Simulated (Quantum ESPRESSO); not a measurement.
# BP (F-43m): phonons by linear response, part 2 of 3

How does BP (F-43m) vibrate, and is this structure a minimum?

Quantum ESPRESSO 7.5; DFT LDA, scalar-relativistic, plane waves, PseudoDojo norm-conserving pseudopotentials.

So far. Step 2 (A first look): A gap of 1.3 eV opens on this mesh, so the crystal is taken as an insulator; the start stands at -5.5 GPa. Step 4 (Self-consistent run for the response): The cell stands at -0.046 GPa, close enough for phonons. The relaxed cell has a = 4.487 Å (conventional setting).

**5. Phonons on a q mesh**

Linear response treats each wavevector in the unit cell, with no supercell; the 4×4×4 mesh fixes the range of the force constants to be had.

File ph.in:

```
phonons
&INPUTPH
  prefix = 'x'
  outdir = './tmp'
  fildyn = 'x.dyn'
  tr2_ph = 1.0d-18
  epsil  = .true.
  ldisp  = .true.
  nq1    = 4
  nq2    = 4
  nq3    = 4
/
```

The run is started by

```sh
$ OMP_NUM_THREADS=1 mpirun -n 4 ph.x -nk 4 -in ph.in > ph.out
```

Numbers of over 12 decimals in the logs are rounded to 6 here.

Output:

```text
[banners, grids, parts of the stress and lines that vanish by symmetry left out]
[banner, memory and clock lines left out]
Program PHONON v.7.5

[...]
Exchange-correlation= PW
                           (   1   4   0   0   0   0   0)
[...]
(   8 q-points):
[...]
kinetic-energy cut-off    =      76.0000  Ry
     charge density cut-off    =     304.0000  Ry
     convergence threshold     =      1.0E-18
[...]
Exchange-correlation= PW
                           (   1   4   0   0   0   0   0)
[...]
q = (   0.0000000   0.0000000   0.0000000 )
     25 Sym.Ops. (with q -> -q+G )
     G cutoff =  553.6582  (  13635 G-vectors)     FFT grid: ( 36, 36, 36)
     number of k points=    72
[...]
Mode symmetry, T_d (-43m)  point group:
[...]
Dielectric constant
[...]
End of electric fields calculation
          Dielectric constant in cartesian axis
          (       9.159408604       0.000000000      -0.000000000 )
          (      -0.000000000       9.159408604      -0.000000000 )
          (      -0.000000000      -0.000000000       9.159408604 )
          Effective charges (d Force / dE) in cartesian axis without acoustic sum rule applied (asr)
           atom    1  B     Mean Z*:       -0.64511
      Ex  (       -0.64511        0.00000       -0.00000 )
      Ey  (        0.00000       -0.64511        0.00000 )
      Ez  (        0.00000        0.00000       -0.64511 )
           atom    2  P     Mean Z*:        0.64147
      Ex  (        0.64147        0.00000        0.00000 )
      Ey  (       -0.00000        0.64147        0.00000 )
      Ez  (        0.00000        0.00000        0.64147 )
          Effective charges Sum: Mean:       -0.00364
[...]
Effective charges (d Force / dE) in cartesian axis with asr applied:
           atom    1  B     Mean Z*:       -0.64329
[...]
atom    2  P     Mean Z*:        0.64329
[...]
Representation #   1 modes #   1   2   3
[...]
End of self-consistent calculation
     Convergence has been achieved
     Representation #   2 modes #   4   5   6
[...]
End of self-consistent calculation
     Convergence has been achieved
[...]
Dielectric constant in cartesian axis
          (       9.159408604       0.000000000      -0.000000000 )
          (      -0.000000000       9.159408604      -0.000000000 )
          (      -0.000000000      -0.000000000       9.159408604 )
          Effective charges (d Force / dE) in cartesian axis without acoustic sum rule applied (asr)
           atom    1  B     Mean Z*:       -0.64511
      Ex  (       -0.64511        0.00000       -0.00000 )
      Ey  (        0.00000       -0.64511        0.00000 )
      Ez  (        0.00000        0.00000       -0.64511 )
           atom    2  P     Mean Z*:        0.64147
      Ex  (        0.64147        0.00000        0.00000 )
      Ey  (       -0.00000        0.64147        0.00000 )
      Ez  (        0.00000        0.00000        0.64147 )
          Effective charges Sum: Mean:       -0.00364
[...]
Effective charges (d Force / dE) in cartesian axis with asr applied:
           atom    1  B     Mean Z*:       -0.64329
[...]
atom    2  P     Mean Z*:        0.64329
[...]
Effective charges (d P / du) in cartesian axis
[...]
q = (    0.000000000   0.000000000   0.000000000 )
[...]
freq (    1) =      -0.017100 [THz] =      -0.570383 [cm-1]
     freq (    2) =      -0.017100 [THz] =      -0.570383 [cm-1]
     freq (    3) =      -0.017100 [THz] =      -0.570383 [cm-1]
     freq (    4) =      24.618968 [THz] =     821.200362 [cm-1]
     freq (    5) =      24.618968 [THz] =     821.200362 [cm-1]
     freq (    6) =      24.618968 [THz] =     821.200362 [cm-1]
[...]
Mode symmetry, T_d (-43m)  point group:
     freq (   1-   3) =         -0.6  [cm-1]   --> T_2  G_15 P_4   I+R
     freq (   4-   6) =        821.2  [cm-1]   --> T_2  G_15 P_4   I+R
[...]
Mode symmetry, C_3v (3m)   point group:
[...]
Representation #   1 mode #   1
[...]
End of self-consistent calculation
     Convergence has been achieved
     Representation #   2 mode #   2
[...]
End of self-consistent calculation
     Convergence has been achieved
     Representation #   3 modes #   3   4
[...]
Convergence has been achieved
     Representation #   4 modes #   5   6
[...]
Convergence has been achieved
[...]
q = (   -0.250000000   0.250000000  -0.250000000 )
[...]
freq (    1) =       5.366592 [THz] =     179.010231 [cm-1]
     freq (    2) =       5.366592 [THz] =     179.010231 [cm-1]
     freq (    3) =      10.559899 [THz] =     352.240299 [cm-1]
     freq (    4) =      23.832763 [THz] =     794.975394 [cm-1]
     freq (    5) =      23.832763 [THz] =     794.975394 [cm-1]
     freq (    6) =      24.300359 [THz] =     810.572734 [cm-1]
[...]
Mode symmetry, C_3v (3m)   point group:
     freq (   1-   2) =        179.0  [cm-1]   --> E    L_3
     freq (   3-   3) =        352.2  [cm-1]   --> A_1  L_1
     freq (   4-   5) =        795.0  [cm-1]   --> E    L_3
     freq (   6-   6) =        810.6  [cm-1]   --> A_1  L_1
[...]
Mode symmetry, C_3v (3m)   point group:
[...]
Representation #   1 mode #   1
[...]
Convergence has been achieved
     Representation #   2 mode #   2
[...]
Convergence has been achieved
     Representation #   3 modes #   3   4
[...]
Convergence has been achieved
     Representation #   4 modes #   5   6
[...]
Convergence has been achieved
[...]
q = (    0.500000000  -0.500000000   0.500000000 )
[...]
freq (    1) =       6.709143 [THz] =     223.792915 [cm-1]
     freq (    2) =       6.709143 [THz] =     223.792915 [cm-1]
[...]
Mode symmetry, C_3v (3m)   point group:
     freq (   1-   2) =        223.8  [cm-1]   --> E    L_3
     freq (   3-   3) =        518.0  [cm-1]   --> A_1  L_1
     freq (   4-   4) =        775.9  [cm-1]   --> A_1  L_1
     freq (   5-   6) =        782.7  [cm-1]   --> E    L_3
[...]
Mode symmetry, C_2v (mm2)  point group:
[...]
Convergence has been achieved
[...]
Convergence has been achieved
[...]
Convergence has been achieved
[...]
Convergence has been achieved
[...]
q = (    0.000000000   0.500000000   0.000000000 )
[...]
Mode symmetry, C_2v (mm2)  point group:
     freq (   1-   1) =        241.2  [cm-1]   --> B_1  D_3  S_3
     freq (   2-   2) =        241.2  [cm-1]   --> B_2  D_4  S_4
     freq (   3-   3) =        368.1  [cm-1]   --> A_1  D_1  S_1
     freq (   4-   4) =        765.9  [cm-1]   --> B_1  D_3  S_3
     freq (   5-   5) =        765.9  [cm-1]   --> B_2  D_4  S_4
     freq (   6-   6) =        823.6  [cm-1]   --> A_1  D_1  S_1
[...]
Mode symmetry, C_s (m)     point group:
[...]
q = (    0.750000000  -0.250000000   0.750000000 )
[...]
Mode symmetry, C_s (m)     point group:
     freq (   1-   1) =        284.8  [cm-1]   --> A''
     freq (   2-   2) =        367.8  [cm-1]   --> A'
     freq (   3-   3) =        465.3  [cm-1]   --> A'
     freq (   4-   4) =        718.4  [cm-1]   --> A'
     freq (   5-   5) =        747.0  [cm-1]   --> A''
     freq (   6-   6) =        805.6  [cm-1]   --> A'
[...]
Mode symmetry, C_s (m)     point group:
[...]
q = (    0.500000000   0.000000000   0.500000000 )
[...]
Mode symmetry, C_s (m)     point group:
     freq (   1-   1) =        263.0  [cm-1]   --> A''
     freq (   2-   2) =        358.1  [cm-1]   --> A'
     freq (   3-   3) =        418.8  [cm-1]   --> A'
     freq (   4-   4) =        730.2  [cm-1]   --> A'
     freq (   5-   5) =        758.6  [cm-1]   --> A''
     freq (   6-   6) =        807.6  [cm-1]   --> A'
[...]
Mode symmetry, D_2d (-42m) point group:
[...]
Representation #   3 modes #   3   4
[...]
Convergence has been achieved
     Representation #   4 modes #   5   6
[...]
Convergence has been achieved
[...]
q = (    0.000000000  -1.000000000   0.000000000 )
[...]
freq (    5) =      21.877265 [THz] =     729.747020 [cm-1]
     freq (    6) =      24.110600 [THz] =     804.243048 [cm-1]
[...]
Mode symmetry, D_2d (-42m) point group:
     freq (   1-   2) =        313.0  [cm-1]   --> E    X_5  W_3
     freq (   3-   3) =        536.8  [cm-1]   --> A_1  X_1  W_1
     freq (   4-   5) =        729.7  [cm-1]   --> E    X_5  W_3
     freq (   6-   6) =        804.2  [cm-1]   --> B_2  X_3  W_2
[...]
Mode symmetry, S_4 (-4)    point group:
[...]
Convergence has been achieved
[...]
Convergence has been achieved
[...]
Convergence has been achieved
[...]
Convergence has been achieved
     Representation #   5 mode #   5
[...]
End of self-consistent calculation
     Convergence has been achieved
     Representation #   6 mode #   6
[...]
End of self-consistent calculation
     Convergence has been achieved
[...]
q = (   -0.500000000  -1.000000000   0.000000000 )
[...]
freq (    1) =      11.109505 [THz] =     370.573194 [cm-1]
     freq (    2) =      12.520975 [THz] =     417.654753 [cm-1]
     freq (    3) =      13.320573 [THz] =     444.326473 [cm-1]
     freq (    4) =      20.499978 [THz] =     683.805650 [cm-1]
     freq (    5) =      21.877703 [THz] =     729.761627 [cm-1]
     freq (    6) =      24.047618 [THz] =     802.142187 [cm-1]
[...]
Mode symmetry, S_4 (-4)    point group:
     freq (   1-   1) =        370.6  [cm-1]   --> E*   W_2
     freq (   2-   2) =        417.7  [cm-1]   --> B    W_3
     freq (   3-   3) =        444.3  [cm-1]   --> A    W_1
     freq (   4-   4) =        683.8  [cm-1]   --> E    W_4
     freq (   5-   5) =        729.8  [cm-1]   --> B    W_3
     freq (   6-   6) =        802.1  [cm-1]   --> E*   W_2
```

The job ended after 41 min (4 MPI ranks of Arm Neoverse V2, shared host; 2.7 h of CPU time).

This step gave:

* miss of the charge sum rule: 0.003640 e
* largest acoustic frequency at the zone centre before the sum rule: -0.57 cm⁻¹
* highest optical zone-centre mode (no LO-TO term): 821.2 cm⁻¹
* lowest optical zone-centre mode: 821.2 cm⁻¹
* mean high-frequency dielectric constant: 9.159
* largest Born charge in size (third of the trace): 0.6451 e
* lowest mode on the q mesh (acoustic ones at the zone centre apart): 179.0 cm⁻¹

Frequencies (cm⁻¹) at each irreducible wavevector; negative means imaginary. Frequencies by wavevector:

```csv
q (fractions),star,mode 1,mode 2,mode 3,mode 4,mode 5,mode 6
0 0 0,1,-0.57,-0.57,-0.57,821.2,821.2,821.2
0 0 0.25,8,179,179,352.2,795,795,810.6
0 0 -0.5,4,223.8,223.8,518,775.9,782.7,782.7
0 0.25 0.25,6,241.2,241.2,368.1,765.9,765.9,823.6
0 0.25 -0.5,24,284.8,367.8,465.3,718.4,747,805.6
0 0.25 -0.25,12,263,358.1,418.8,730.2,758.6,807.6
0 -0.5 -0.5,3,313,313,536.8,729.8,729.8,804.2
0.25 -0.5 -0.25,6,370.6,417.6,444.3,683.8,729.8,802.1
```

Born charge (rows field, columns displacement), before the sum rule (e), principal values of the symmetric part by kind of site:

```csv
atom,atoms with these values,low,middle,high,mean
B1,1,-0.6451,-0.6451,-0.6451,-0.6451
P2,1,0.6415,0.6415,0.6415,0.6415
```

In full for B1:

```
-0.6451  0.0000  0.0000
 0.0000 -0.6451  0.0000
 0.0000  0.0000 -0.6451
```

High-frequency dielectric tensor:

```
9.16 0.00 0.00
0.00 9.16 0.00
0.00 0.00 9.16
```

The acoustic modes at Γ come out as far as 0.6 cm⁻¹ from zero, where they should vanish, a small numerical error; the Born charges miss their sum rule by 0.0036 e, which is good.

**6. Force constants in real space**

The dynamical matrices of the mesh are Fourier-transformed to force constants in real space, after the long-range dipole part is taken out.

File q2r.in:

```
&INPUT
  fildyn = 'x.dyn'
  zasr   = 'simple'
  flfrc  = 'x.fc'
/
```

The run is started by

```sh
$ q2r.x < q2r.in > q2r.out
```

Output:

```text
[banners, grids, parts of the stress and lines that vanish by symmetry left out]
[banner, memory and clock lines left out]
Program Q2R v.7.5

  reading grid info from file x.dyn0

  reading force constants from file x.dyn1
 macroscopic fields = T
   9.15941  -0.00000  -0.00000
   0.00000   9.15941  -0.00000
[...]
na=            1
[...]
na=            2
[...]
-0.00000   0.64147   0.00000
   0.00000   0.00000   0.64147
  alpha Ewald:    1.821244
  nqs=            1
 q=   0.00000000  0.00000000  0.00000000
  reading force constants from file x.dyn2
  alpha Ewald:    1.821244
  nqs=            8
 q=  -0.25000000  0.25000000 -0.25000000
[...]
reading force constants from file x.dyn7
  alpha Ewald:    1.821244
  nqs=            3
[...]
reading force constants from file x.dyn8
  alpha Ewald:    1.821244
  nqs=            6
[...]
q=   0.00000000 -0.50000000 -1.00000000
 q=   0.00000000  0.50000000 -1.00000000

      q-space grid ok, #points =   64

      fft-check success (sum of imaginary terms < 10^-12)
```

The job ended after 0.54 s (1 thread).

**7. Interpolated phonon bands**

From the force constants any wavevector is cheap; points of the mesh come back as solved, but for the sum rule and, in polar crystals, the LO-TO term at Γ; the rest is interpolation.

File matdyn.in:

```
&INPUT
  asr              = 'simple'
  flfrc            = 'x.fc'
  flfrq            = 'x.freq'
  flvec            = 'x.modes'
  q_in_band_form   = .true.
  q_in_cryst_coord = .true.
/
8
  0.0000000   0.0000000   0.0000000  12  ! GAMMA
  0.0000000   0.5000000   0.5000000  12  ! X
  0.0000000   0.6250000   0.3750000   1  ! U
 -0.3750000   0.3750000   0.0000000  12  ! K
  0.0000000   0.0000000   0.0000000  12  ! GAMMA
  0.0000000   0.5000000  -0.0000000  12  ! L
 -0.2500000   0.5000000   0.2500000  12  ! W
  0.0000000   0.5000000   0.5000000   1  ! X
```

The run is started by

```sh
$ matdyn.x -in matdyn.in > matdyn.out
```

Output:

```text
[banner, memory and clock lines left out]
Program MATDYN v.7.5

 mass for atomic type   1 not given; uses mass from file x.fc
 mass for atomic type   2 not given; uses mass from file x.fc
```

The job ended after 0.54 s (1 thread).

This step gave:

- lowest frequency on the path: 0 cm⁻¹

Matdyn.x, sum rule simple. Phonon branches along the path, in cm⁻¹:

```csv
point,branch 1,branch 2,branch 3,branch 4,branch 5,branch 6
Γ,0,0,0,821,821,829
X,313,313,537,730,730,804
U,310,405,480,692,734,809
jump to K,310,405,480,692,734,809
Γ,0,0,0,821,821,829
L,224,224,518,776,783,783
W,371,418,444,684,730,802
X,313,313,537,730,730,804
```

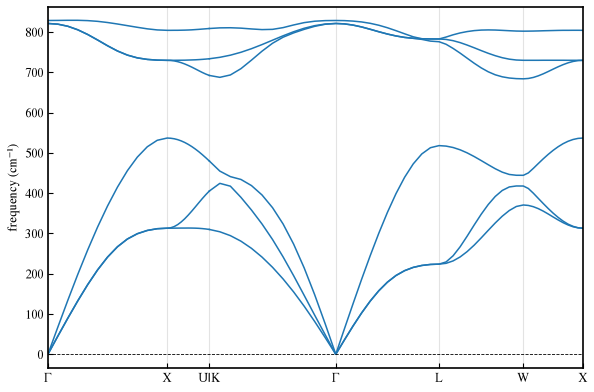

Phonon branches along the path.

All branches are real along the path.

**8. Density of states**

Sums over the zone need many more wavevectors than were solved, so the interpolation is sampled on a dense mesh.

File matdyn.in:

```
&INPUT
  asr    = 'simple'
  flfrc  = 'x.fc'
  dos    = .true.
  fldos  = 'x.dos'
  nk1    = 17
  nk2    = 17
  nk3    = 17
  deltaE = 1.0
/
```

The run is started by

```sh
$ matdyn.x -in matdyn.in > matdyn.out
```

Output:

```text
[banner, memory and clock lines left out]
Program MATDYN v.7.5

 mass for atomic type   1 not given; uses mass from file x.fc
 mass for atomic type   2 not given; uses mass from file x.fc
```

Run time: 8.1 s. Hardware: 1 thread.

Numbers from this step:

- share of modes beyond 3i cm⁻¹ on the dense interpolated mesh: 0
- zero-point energy per atom: 102.9 meV
- heat capacity at 300 K: 14.46 J/(mol atoms K)
- vibrational entropy at 300 K: 9.844 J/(mol atoms K)

The phonon density of states has structure finer than the step of the table below, so its rows give means over 50 cm⁻¹, whole bins alone (the curve runs from 0 to 830 cm⁻¹). Peaks (cm⁻¹: height): total 315.0: 0.0165, 735.0: 0.0329, 805.0: 0.124; B 735.0: 0.0272, 805.0: 0.109; P 315.0: 0.0135, 465.0: 0.0135, 735.0: 0.00572, 805.0: 0.0145.

Tetrahedra. Table of phonon density of states by wavenumber; means over each step; values in 1/cm⁻¹/cell:

```csv
wavenumber (cm⁻¹),total,B,P
50,1.1e-4,2.9e-5,7.8e-5
100,5.6e-4,1.4e-4,4.2e-4
150,0.00150,3.7e-4,0.00113
200,0.00400,9.3e-4,0.00307
250,0.00987,0.00214,0.00773
300,0.0134,0.00254,0.0108
350,0.00927,0.00148,0.00778
400,0.00672,9.2e-4,0.00580
450,0.00961,6.7e-4,0.00894
500,0.00488,1.8e-4,0.00471
550,1.1e-4,5.0e-7,1.1e-4
600,0,0,0
650,0,0,0
700,0.00856,0.00799,5.7e-4
750,0.0238,0.0194,0.00442
800,0.0272,0.0229,0.00430
```

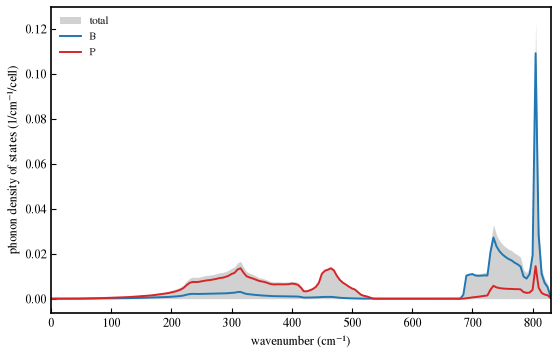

Phonon density of states, plotted against wavenumber.

Harmonic thermodynamic functions per atom, summed over the density of states scaled to three modes an atom; melting is ignored. Thermodynamic functions:

```csv
T (K),F_vib (meV/atom),S (J/mol-atom/K),C_V (J/mol-atom/K)
0,102.9,0,0
50,102.9,0.096,0.365
100,102.6,1.019,2.899
200,99.65,5.029,9.328
300,91.96,9.844,14.46
400,79.31,14.5,17.82
500,62.05,18.72,19.91
600,40.67,22.48,21.24
700,15.61,25.82,22.12
800,-12.73,28.82,22.73
900,-44.02,31.52,23.16
1000,-77.98,33.98,23.49
```

At 300 K the heat capacity has reached 58 % of the Dulong-Petit value.

**9. Modes with the sum rule**

A rigid shift of the crystal must cost nothing, but grids and finite bases break this; the acoustic sum rule is imposed before the matrix is diagonalised again. With Born charges the intensities follow, and the static dielectric tensor.

File dynmat.in:

```
&INPUT
  fildyn = 'x.dyn1'
  asr    = 'simple'
  fileig = 'dynmat.eig'
  lperm  = .true.
/
```

The run is started by

```sh
$ dynmat.x -in dynmat.in > dynmat.out
```

Output:

```text
[banner, memory and clock lines left out]
Program DYNMAT v.7.5

     Reading Dynamical Matrix from file x.dyn1
     ...Force constants read
     ...epsilon and Z* read
     A direction for q was not specified:TO-LO splitting will be absent

     Polarizability (A^3 units)
     multiply by 0.268831 for Clausius-Mossotti correction
        14.665066   -0.000000   -0.000000
         0.000000   14.665066   -0.000000
        -0.000000   -0.000000   14.665066

     IR activities are in (D/A)^2/amu units

# mode   [cm-1]    [THz]      IR
    1      0.00    0.0000    0.0000
    2      0.00    0.0000    0.0000
    3      0.00    0.0000    0.0000
    4    821.20   24.6190    1.1914
    5    821.20   24.6190    1.1914
    6    821.20   24.6190    1.1914

Electronic dielectric permittivity tensor (relative, adimensional)
         9.159409   -0.000000   -0.000000
         0.000000    9.159409   -0.000000
        -0.000000   -0.000000    9.159409

 ... with zone-center polar mode contributions
         9.326244    0.000000    0.000000
         0.000000    9.326244    0.000000
         0.000000    0.000000    9.326244
```

Elapsed: 0.55 s, on 1 thread.

This step gave:

| Item | Value |
| --- | --- |
| mean static dielectric constant | 9.326 |

Unit eigenvectors of the mass-weighted matrix after the sum rule; no LO-TO term. The modes at Γ (shares of kinetic energy by element, %):

```csv
mode,frequency (cm⁻¹),symmetry,B %,P %
1,0.0,acoustic,26,74
2,0.0,acoustic,26,74
3,0.0,acoustic,26,74
4,821.2,T2,74,26
5,821.2,T2,74,26
6,821.2,T2,74,26
```

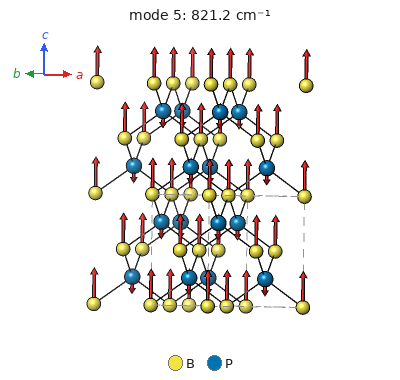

Displacement patterns of mode 5 at Γ; arrows are exaggerated. Bonds to atoms that aren't drawn are left out. 1×2×2 conventional cells are drawn. Some periodic images of atoms are drawn too.

Degenerate modes summed, no LO-TO term. Lines of the infrared spectrum (strongest = 100):

```csv
position (cm⁻¹),lines merged,label,"IR intensity, relative"
821,3,T2,100
```

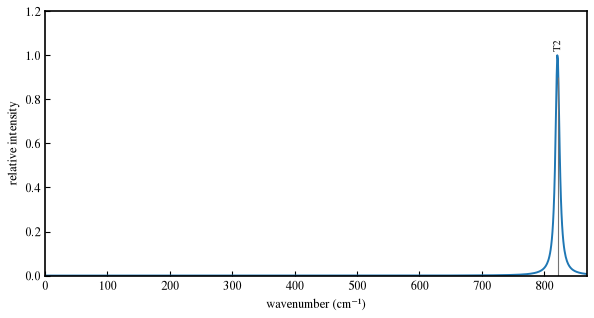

The infrared spectrum, broadened with Lorentzians of width 8 cm⁻¹; bars mark the lines.

Static dielectric tensor (ions relaxed, fixed cell):

```
9.33 0.00 0.00
0.00 9.33 0.00
0.00 0.00 9.33
```

The rule moves no optical mode by more than 0.1 cm⁻¹.

[end of part 2 of 3]

[Host names and launcher messages were left out of these logs when they were recorded.]

[Logs are printed without paths, hosts, clocks, repeated set-up lines and the standing remarks that a program may print on its own settings, such as how far it seeks lower states.]

[Hosts, paths, dates, database ids (printed as entryN), source tags and the programs' standing remarks are cut or masked in the printed files.]
